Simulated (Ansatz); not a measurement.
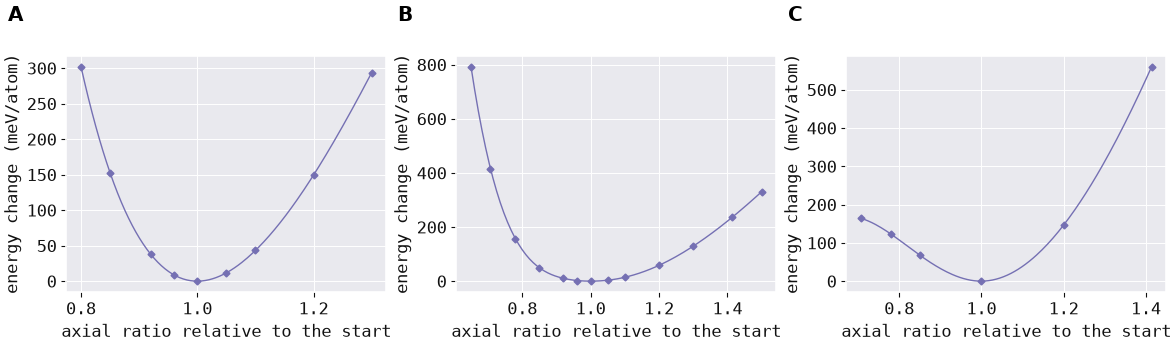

Each panel shows the energy change against relative axial ratio for one of these solids: Si₂Ni, Fm-3m (No. 225), 13.5 Å³/atom, path tetragonal; SiNi₃, Pm-3m (No. 221), 10.8 Å³/atom, path tetragonal; ZnO, P6_3mc (No. 186), 12.3 Å³/atom, path axial.

How it was computed, with Ansatz 0.2.0: deformation of a crystal at fixed volume, lengths along the axis scaled against those across it, fractional coordinates fixed, by plane-wave density functional theory with PAW datasets, free energies less that of the undisturbed cell, pressure positive in compression; scalar-relativistic. Level: PBE, no spin polarisation.

> Match the panels to the solids.

A is ZnO (energy change from 0 meV/atom to 302 meV/atom); B is Si₂Ni (energy change from 0 meV/atom to 793 meV/atom); C is SiNi₃ (energy change from 0 meV/atom to 560 meV/atom).

For Si₂Ni, limits of the calculation: no spin polarisation, a magnetic state may lie lower.

For SiNi₃, limits of the calculation: no spin polarisation, a magnetic state may lie lower.

For ZnO, limits of the calculation: gap closes along the scan on a mesh chosen for the insulator; shape and atomic fractions are frozen while scaling, which makes layered, chain and framework solids too stiff.
